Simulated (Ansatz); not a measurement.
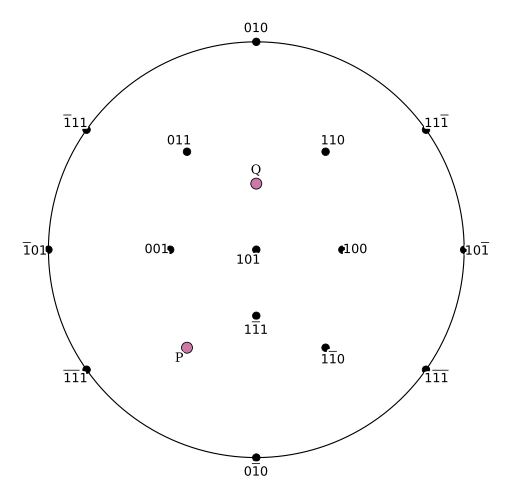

For Al, coordinates from a relaxation with DFT r2SCAN, scalar-relativistic, plane waves, PAW in Ansatz; the starting structure was generated, so it need not be a known form of this composition: stereographic projection of plane normals (upper hemisphere) centred on (1 0 1). Symmetry computed with spglib at a tolerance of 0.002 Å; standard conventional cell.

a = 3.991 Å, b = 3.991 Å, c = 3.991 Å, α = 90.00°, β = 90.00°, γ = 90.00°.

**Index the poles marked P, Q.**

P is (0 −1 1), 60.0° from the centre; Q is (1 1 1), 35.3° from the centre.

**What is the angle between the normals of (−1 0 1) and (1 −1 −1), and what are their d_hkl = 1/|g|?**

144.7°; d = 2.822 Å and 2.304 Å.
